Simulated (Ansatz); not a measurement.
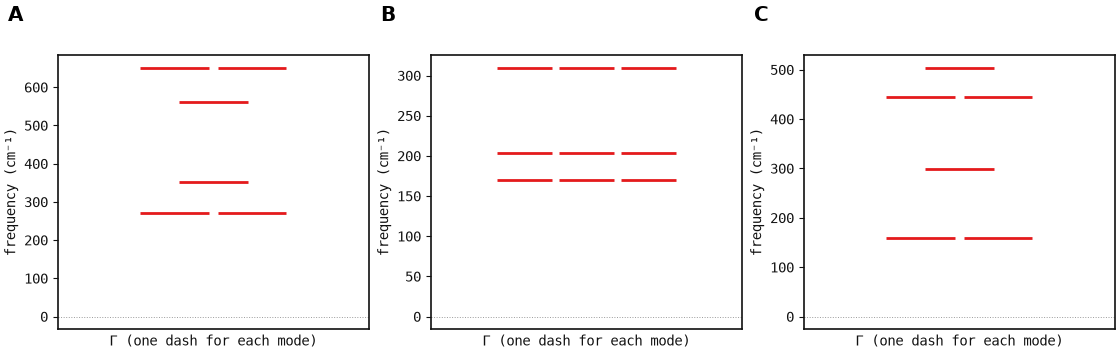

Each panel shows the zone-centre optical phonon frequencies (the three acoustic modes are left out) for one of these solids: AlCu₃, Fm-3m (No. 225), 11.8 Å³/atom; Ti₂C, R-3m (No. 166), 12.9 Å³/atom; Ti₂O, P-3m1 (No. 164), 11.9 Å³/atom.

Calculation (Ansatz 0.2.0): harmonic phonon frequencies at the zone centre with atoms at rest in the given cell, without the long-range term of polar modes, the three translations left out, imaginary frequencies are negative; plane waves with PAW datasets, Γ-centred k mesh. Level: PBEsol, no spin polarisation.

Q: Match the panels to the solids.

A: A is Ti₂C (modes from 270.3 to 650.5 cm⁻¹); B is AlCu₃ (modes from 170.5 to 309.5 cm⁻¹); C is Ti₂O (modes from 159.4 to 503.6 cm⁻¹).

For AlCu₃, limits of the calculation: metal sensitive to the k mesh.

For Ti₂C, limits of the calculation: metal sensitive to the k mesh.

For Ti₂O, limits of the calculation: metal sensitive to the k mesh; no spin polarisation, a magnetic state may lie lower.
